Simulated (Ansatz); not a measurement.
## Electronic structure of BaZrS3 in real space

The calculation's input:

```
crystal:
  lattice:
    - [7.061, 0.0, 0.0]
    - [0.0, 9.977, 0.0]
    - [0.0, 0.0, 7.014]
  atoms:
    - { symbol: Ba, position: [0.04302725, 0.25, 0.00875008] }
    - { symbol: Ba, position: [0.45697275, 0.75, 0.50875008] }
    - { symbol: Ba, position: [0.54302725, 0.25, 0.49124992] }
    - { symbol: Ba, position: [0.95697275, 0.75, 0.99124992] }
    - { symbol: Zr, position: [0.0, 0.0, 0.5] }
    - { symbol: Zr, position: [0.5, 0.0, 0.0] }
    - { symbol: Zr, position: [0.5, 0.5, 0.0] }
    - { symbol: Zr, position: [0.0, 0.5, 0.5] }
    - { symbol: S, position: [0.99415816, 0.25, 0.56089726] }
    - { symbol: S, position: [0.50584184, 0.75, 0.06089726] }
    - { symbol: S, position: [0.49415816, 0.25, 0.93910274] }
    - { symbol: S, position: [0.00584184, 0.75, 0.43910274] }
    - { symbol: S, position: [0.21325579, 0.96817857, 0.78661805] }
    - { symbol: S, position: [0.28674421, 0.03182143, 0.28661805] }
    - { symbol: S, position: [0.71325579, 0.53182143, 0.71338195] }
    - { symbol: S, position: [0.78674421, 0.46817857, 0.21338195] }
    - { symbol: S, position: [0.78674421, 0.03182143, 0.21338195] }
    - { symbol: S, position: [0.71325579, 0.96817857, 0.71338195] }
    - { symbol: S, position: [0.28674421, 0.46817857, 0.28661805] }
    - { symbol: S, position: [0.21325579, 0.53182143, 0.78661805] }
scf:
  occupations: { method: fixed }
output:
  forces: true
  stress: true
  eigenvalues: true
  write_density: true
  write_potential: true
  elf: true
  volumetric_format: npy
kpoints:
  mp_grid: { grid: [4, 4, 4] }
hamiltonian:
  xc: pbesol
relax:
  f_tol: 0.005
  max_steps: 60
```

Command:

```sh
ansatz run input.yaml --threads 8 --pin off --max-ram 32768MiB --backend cpu --events-out ev --progress --plain --runs-dir out
```

Below, planes, directions and counts refer to the conventional cell (a = 7.06 Å, b = 9.98 Å, c = 7.01 Å, α = 90.00°, β = 90.00°, γ = 90.00°).

The fields are those of the relaxed geometry.

Space group Pnma; a structure from a database of computed crystals, not necessarily the ambient phase.

Theory: Ansatz, DFT PBEsol, scalar-relativistic, plane waves, PAW.

Core electrons are frozen (PAW), and the valence fields are smoothed inside the atomic spheres.

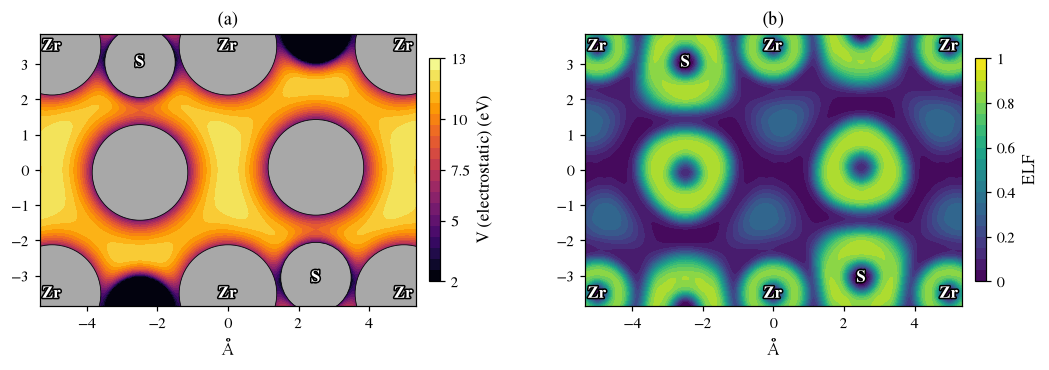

Figure 1. (a) electrostatic potential (local pseudopotential plus Hartree) felt by an electron; (b) electron localisation function on the (100) plane of the conventional cell. Grey discs cover the atomic cores in the potential map.

Question: Describe what can be read from this map.

Answer: The section cuts through Zr and S sites.
Atoms just off the plane (Ba, 0.4 Å away) can leave unmarked features too.
Zr–S (2.54 Å): the ELF peaks at about 0.85 in the valence shell of S, 0.9 Å from its nucleus, and is about 0.35 at the midpoint.
The features right at Zr lie inside the PAW spheres, where the map follows smoothed inner orbitals and isn't to be read closely.
Outside the cores the potential energy rises away from the atoms and is highest about 1.7 Å from the nearest atoms; its zero is arbitrary.

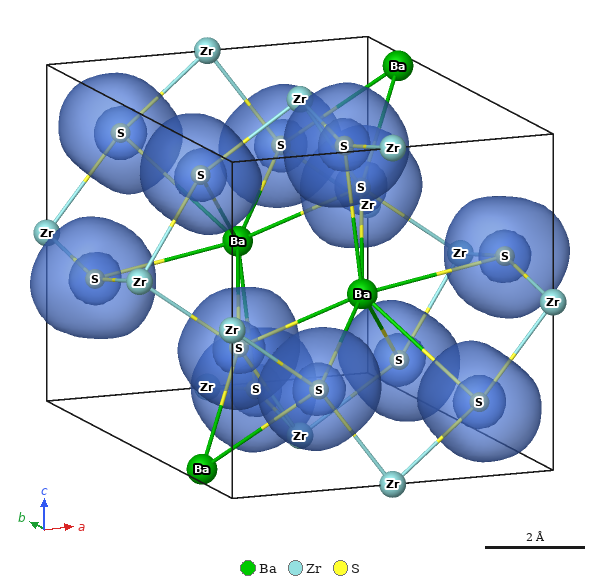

Figure 2. Isosurface of the electron localisation function at 0.7 (blue), seen slightly off an axis. Core shells and regions of very low density are left out. Sticks mark near contacts.

Question: Where are the electrons localised?

Answer: At this value the surface marks out twelve regions wrapped around S (the valence shell of each), counted in one cell of 20 atoms. Regions shared between cells count once. Profiles from the grid: Ba–S (3.15 Å): the ELF peaks at about 0.90 in the valence shell of S, 0.9 Å from its nucleus, and drops to about 0.15 between the two atoms (a closed-shell, largely ionic contact).

Question: Does the calculation give a band gap?

Answer: It is gapped, with a Kohn–Sham gap of 0.92 eV on the k-point mesh (the band edges may lie off the mesh, which would make the gap smaller).
